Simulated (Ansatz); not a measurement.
**Run report: SrO, band-structure calculation (part 2 of 2)**

Continued. System: SrO (P6₃/mmc, 4 atoms in the cell). Method: DFT, PBE0, plane waves, PAW, no spin polarisation (Ansatz 0.2.0); cutoff 420 eV, 6×6×4 k-mesh, fixed occupations. The structure derives from a Materials Project entry. The geometry comes from this level: r2SCAN.

Geometry of the input (Å; fractional positions):
```
4.2700  0.0000  0.0000
-2.1350  3.6979  0.0000
0.0000  0.0000  5.1445
Sr 0.3333  0.6667  0.9375
Sr 0.6667  0.3333  0.4375
O  0.3333  0.6667  0.4375
O  0.6667  0.3333  0.9375
```

File bands.tsv:
```
# k_distance	band_0	band_1	band_2	band_3	band_4	band_5	band_6	band_7	band_8	band_9	band_10	band_11	band_12	band_13	band_14	band_15	band_16	band_17	band_18	band_19	band_20
# fermi_ev = 4.601012
# lock_threshold_ev = 1e-6
# [0, 0, 0] at k_distance = 0.000000
# [0.5, 0, 0] at k_distance = 0.849551
# [0.3333333333, 0.3333333333, 0] at k_distance = 1.340039
# [0, 0, 0.5] at k_distance = 2.495564
# [0.5, 0, 0.5] at k_distance = 3.345115
# [0.3333333333, 0.3333333333, 0.5] at k_distance = 3.835604
# levels_relative_to = fermi_ev
# free_energy_ev = -8233.502006
# largest_residual_norms_ev = 9.485e-5 1.002e-4 3.107e-4 3.114e-4 4.686e-4 3.265e-4 3.285e-4 2.511e-4 2.154e-4 1.816e-4 1.601e-3 1.514e-3 2.208e-3 1.689e-3 1.080e-3 2.619e-3 1.148e-3 1.032e-3 1.295e-3 1.349e-3 1.778e-3
0.000000	-34.243606	-34.060126	-16.500150	-16.495407	-15.571761	-15.131026	-15.131026	-14.804570	-14.804570	-14.605228	-1.078193	-1.078193	-0.921900	-0.921900	-0.350786	0.000000	4.704718	8.581003	8.581003	9.508216	10.588774
0.849551	-34.161894	-34.100903	-17.398946	-17.330462	-15.284739	-15.233681	-14.914687	-14.813091	-14.131426	-13.908159	-1.211508	-0.893701	-0.373359	-0.372061	-0.335881	-0.265457	6.473421	7.091401	7.449313	9.610208	10.492485
1.340039	-34.128829	-34.128829	-17.419397	-17.419397	-15.435169	-15.072290	-15.072290	-14.872880	-13.854020	-13.854020	-0.983445	-0.983445	-0.428098	-0.362963	-0.362963	-0.058672	5.846544	5.936976	9.740110	9.917023	9.917023
2.495564	-34.150984	-34.150984	-17.068383	-17.068383	-14.966320	-14.966320	-14.966320	-14.966320	-14.251373	-14.251373	-1.329785	-1.329785	-1.119254	-1.119254	-1.119254	-1.119254	6.474120	6.474120	10.458184	10.458184	10.458184
3.345115	-34.129341	-34.129341	-17.732951	-17.732951	-15.051846	-15.051846	-14.701227	-14.701227	-13.735857	-13.735857	-1.716615	-1.716615	-0.937082	-0.937082	-0.437977	-0.437977	7.147466	7.147466	9.912384	9.912384	10.705275
3.835604	-34.126630	-34.126630	-17.783216	-17.783216	-15.159673	-15.159673	-14.653813	-14.653813	-13.615466	-13.615466	-1.694808	-1.694808	-0.889351	-0.889351	-0.390144	-0.390144	6.567190	6.567190	10.084937	10.084937	10.496128
```

File rho_z.tsv:
```
# z_ang	rho[e/angstrom^3]
# format = ansatz-planar-average/11
# lattice	4.270019263	0.000000000	0.000000000
# lattice	-2.135009632	3.697945157	0.000000000
# lattice	0.000000000	0.000000000	5.144471818
# sites	4
# site	38	0.000000000	2.465296771	4.822942329
# site	38	2.135009632	1.232648386	2.250706420
# site	8	0.000000000	2.465296771	2.250706420
# site	8	2.135009632	1.232648386	4.822942329
0.000000	6.749110e-1
0.142902	5.176317e-1
0.285804	3.613754e-1
0.428706	2.354443e-1
0.571608	1.482440e-1
0.714510	9.660585e-2
0.857412	7.190007e-2
1.000314	6.730244e-2
1.143216	8.143227e-2
1.286118	1.184711e-1
1.429020	1.870064e-1
1.571922	2.937231e-1
1.714824	4.369728e-1
1.857726	5.988166e-1
2.000628	7.404748e-1
2.143530	8.258799e-1
2.286432	8.430520e-1
2.429334	7.914936e-1
2.572236	6.749110e-1
2.715138	5.176317e-1
2.858040	3.613754e-1
3.000942	2.354443e-1
3.143844	1.482440e-1
3.286746	9.660585e-2
3.429648	7.190007e-2
3.572550	6.730244e-2
3.715452	8.143227e-2
3.858354	1.184711e-1
4.001256	1.870064e-1
4.144158	2.937231e-1
4.287060	4.369728e-1
4.429962	5.988166e-1
4.572864	7.404748e-1
4.715766	8.258799e-1
4.858668	8.430520e-1
5.001570	7.914936e-1
```

File v_z.tsv:
```
# z_ang	v_es[eV]	v_tot[eV]
# format = ansatz-planar-average/11
# xc	pbe0
# density_cutoff_ev	1680
# datasets	Sr=:simpson_from_first_knot:soft:fock:shift=0	O=:simpson_from_first_knot:soft:fock:shift=0
# lattice	4.270019263	0.000000000	0.000000000
# lattice	-2.135009632	3.697945157	0.000000000
# lattice	0.000000000	0.000000000	5.144471818
# sites	4
# site	38	0.000000000	2.465296771	4.822942329
# site	38	2.135009632	1.232648386	2.250706420
# site	8	0.000000000	2.465296771	2.250706420
# site	8	2.135009632	1.232648386	4.822942329
0.000000	-4.054389e0	-1.282466e1
0.142902	-3.146867e-1	-8.397458e0
0.285804	3.342976e0	-3.983202e0
0.428706	5.899540e0	-5.573822e-1
0.571608	7.193615e0	1.483633e0
0.714510	7.865188e0	2.891713e0
0.857412	8.196206e0	3.357860e0
1.000314	8.265917e0	3.309501e0
1.143216	8.064078e0	3.269772e0
1.286118	7.581834e0	2.255479e0
1.429020	6.661240e0	5.903007e-1
1.571922	4.805720e0	-2.085886e0
1.714824	1.587905e0	-6.129882e0
1.857726	-2.229453e0	-1.067234e1
2.000628	-5.692678e0	-1.471732e1
2.143530	-7.983959e0	-1.733591e1
2.286432	-8.471819e0	-1.791182e1
2.429334	-7.035827e0	-1.624589e1
2.572236	-4.054389e0	-1.282466e1
2.715138	-3.146867e-1	-8.397458e0
2.858040	3.342976e0	-3.983202e0
3.000942	5.899540e0	-5.573822e-1
3.143844	7.193615e0	1.483633e0
3.286746	7.865188e0	2.891713e0
3.429648	8.196206e0	3.357860e0
3.572550	8.265917e0	3.309501e0
3.715452	8.064078e0	3.269772e0
3.858354	7.581834e0	2.255479e0
4.001256	6.661240e0	5.903007e-1
4.144158	4.805720e0	-2.085886e0
4.287060	1.587905e0	-6.129882e0
4.429962	-2.229453e0	-1.067234e1
4.572864	-5.692678e0	-1.471732e1
4.715766	-7.983959e0	-1.733591e1
4.858668	-8.471819e0	-1.791182e1
5.001570	-7.035827e0	-1.624589e1
```

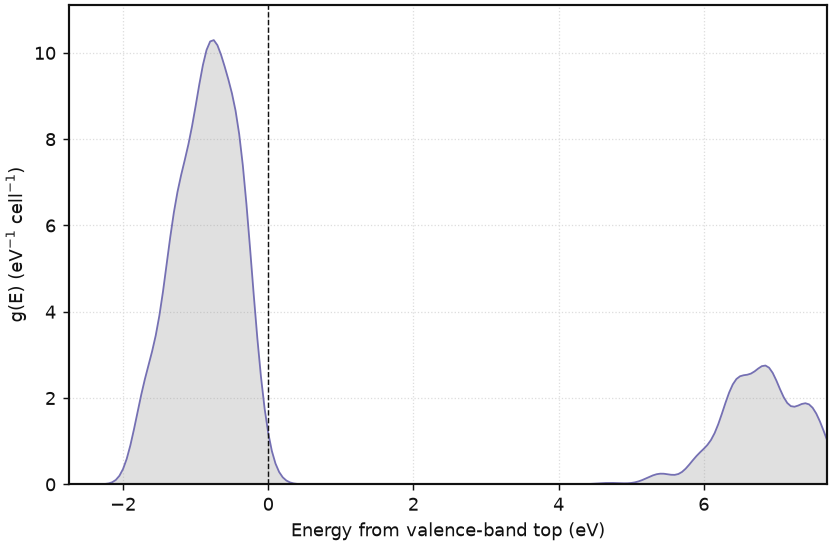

Fig. 1: Density of states (the curve is built from the levels of the k mesh with Gaussians 0.4 eV wide, which also blur the band edges), with energies from the valence-band top. There is a gap of 4.70 eV on the k-point mesh. Small ripples come from the finite k-point mesh.

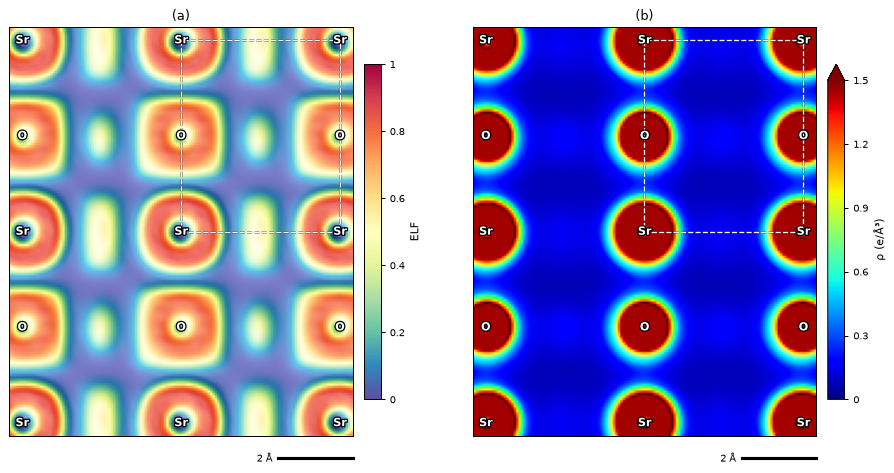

Fig. 2: (a) electron localisation function; (b) valence pseudo-density on the (100) plane of the conventional cell. The section cuts through Sr and O sites. Sr–O (2.57 Å): the density is about 0.24 e/Å³ at the midpoint; the ELF peaks at about 0.80 in the valence shell of O, 0.7 Å from its nucleus, and drops to about 0.05 between the two atoms, which marks two separate closed shells. Away from the nuclei the density in this plane falls to 0.03 e/Å³ at its lowest. The strong features right at Sr lie inside the PAW spheres (semicore, d or f shells) and say nothing about bonding. Core electrons are frozen (PAW), so the fields are smoothed inside the atomic spheres.

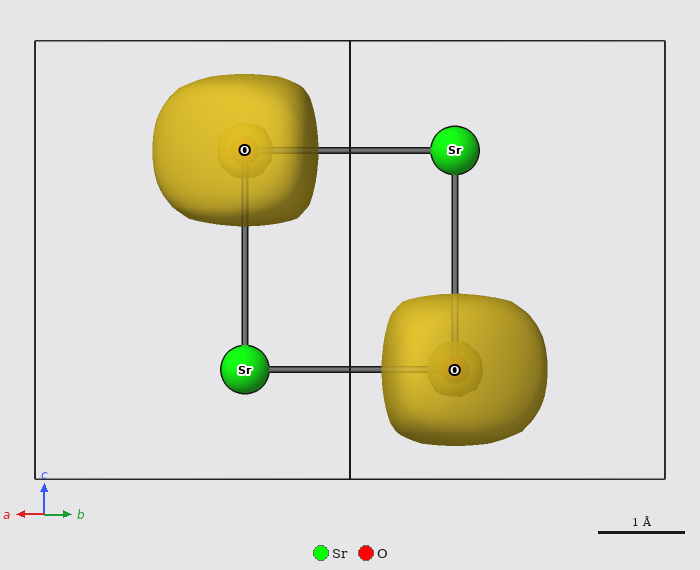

Fig. 3: Isosurface of the ELF at 0.65 (yellow), seen along [110]. Core shells and regions of very low density are left out. Sticks mark near contacts. The outline is the cell set on symmetry axes. Along the contacts the grid gives the following. Sr–O (2.57 Å): the ELF peaks at about 0.80 in the valence shell of O, 0.7 Å from its nucleus, and drops to about 0.05 between the two atoms, which marks a closed-shell, largely ionic contact.

Results in brief:

```tsv
quantity	value
outcome	converged
space group (tolerance 0.01 Å)	P6₃/mmc (194)
electrons treated	32
free energy	−8233.5020 eV
Fermi energy	4.601 eV
gap on the k-point mesh	4.70 eV
pressure	−0.35 GPa
largest force (length of the vector)	under 0.001 eV/Å
hardware	2 threads of Arm Neoverse V1, 24 GiB of memory available, shared host
wall time	66 s (CPU time 2.1 min)
peak memory	1.6 GiB
```

Notes:

The program warns: the exchange loop's threshold is looser than advised for the stress; the SCF threshold is looser than advised for the printed stress.
